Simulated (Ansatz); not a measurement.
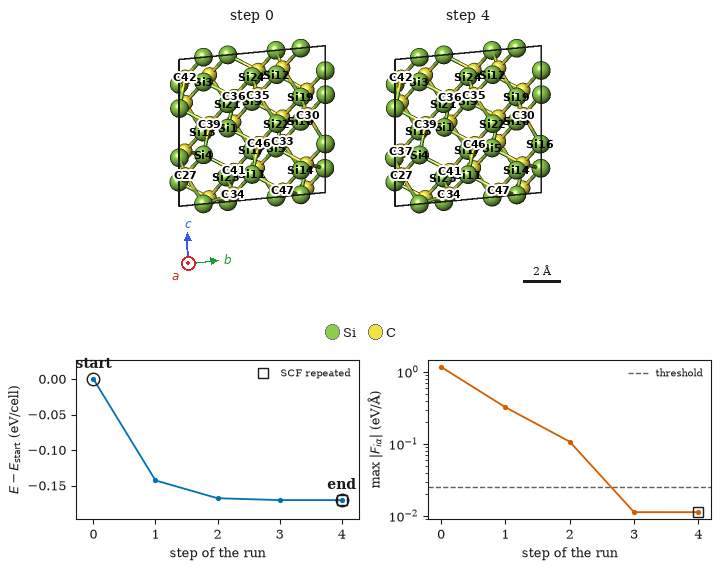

First and last geometry of a relaxation of a defect cell of composition Si$_{24}$C$_{23}$ (cell charge +1), with the history of the run. Style: ball-and-stick. Shown: the cell of the calculation, along the a axis.

Case: C vacancy (site b), charge +1, atoms relaxed at the host's cell.

Theory: DFT PBE, scalar-relativistic, plane waves, PAW (Ansatz). Settings: plane-wave cutoff 420 eV; k-point mesh 2 × 2 × 2; occupations gaussian; smearing width 0.01 eV; collinear spin; atoms relaxed in a fixed cell; force threshold 0.025 eV/Å; at most 45 steps.

Question: What do the curves and the structures tell?

Answer: It converged. The largest moves, 0.074 Å, are those of Si atoms. By element the largest moves are Si 0.074 Å, C 0.019 Å. The lattice vectors keep their values. Among the contacts that change: C–Si 1.917 → 1.888 Å, C–Si 1.892 → 1.875 Å, C–Si 1.881 → 1.897 Å, C–Si 1.910 → 1.905 Å. Bond angles that change, for instance: C–Si–C 106.3° → 109.0°, Si–C–Si 107.0° → 109.7°, C–Si–C 108.7° → 111.2°. Over 3 accepted moves (4 points after the start) the energy falls by 0.170 eV per cell of the calculation. Largest force component: 1.2 eV/Å at the start, 0.011 eV/Å at the end. 1 step only repeated the SCF at the same geometry.

Limits of the set-up: the periodic images lie only 8.0 Å apart, so the values are limited by the cell's size; the cell is charged, on a uniform background, and energies carry no finite-size correction.
